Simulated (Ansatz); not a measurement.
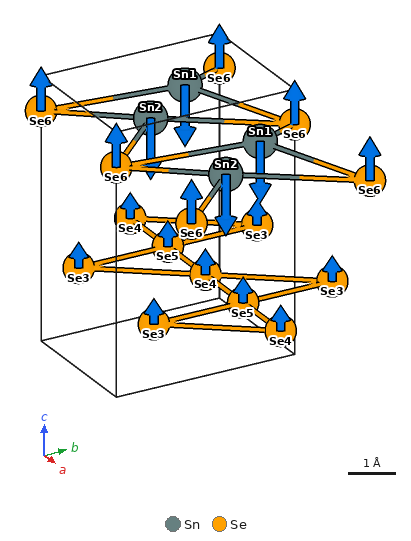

A relaxation of a crystal of SnSe2 (a generated structure, set up in P6mm). The starting structure is drawn; blue arrows show the displacements (the part carried along by the change of the cell is left out), magnified 20 times.

The picture is a ball-and-stick view of the cell of the calculation, repeated 2 × 1 × 1 with one cell outlined, seen slightly off an axis.

All numbers below come from DFT PBE, scalar-relativistic, plane waves, PAW in Ansatz. Set-up: plane-wave cutoff 420 eV; k-point mesh 12 × 12 × 6; occupations gaussian; smearing width 0.1 eV; no spin polarisation; cell and atoms relaxed; force threshold 0.01 eV/Å; at most 80 steps.

What did the optimiser do to the structure, and how much energy did it gain?

After 7 accepted moves (8 points after the start) the energy has fallen by 1.0 meV per atom. The largest force component goes from 0.02 to 0.0025 eV/Å. Pressure: −0.30 GPa at the start and 0.02 GPa at the end. The SCF was repeated once at an unchanged geometry on a basis and grid sized afresh for the cell, which shifted the energy by less than 0.05 meV per atom at most. The largest moves relative to the cell, 0.069 Å, are those of Sn1 and Sn2. Sn2 goes along −c. By element the largest moves are Sn 0.069 Å, Se 0.050 Å. Cell: a = b 5.586 → 5.544 Å (−0.7 %), c 5.834 → 5.832 Å (0.0 %). Volume −1.5 %. Some distances before and after: Sn1–Se3 3.100 → 3.178 Å, Sn1–Se6 3.244 → 3.209 Å, Se3–Se4 2.793 → 2.772 Å. Among the angles between lasting bonds that change: Sn1–Se3–Sn2 62.7° → 60.5°. The space group stays P6mm (No. 183). The run took 9.2 min on 1 thread of Arm Neoverse V2, with other jobs on the host, peak memory 0.71 GiB.

Limits of the set-up: layers or molecules are held without a dispersion correction, so their spacing is unreliable.
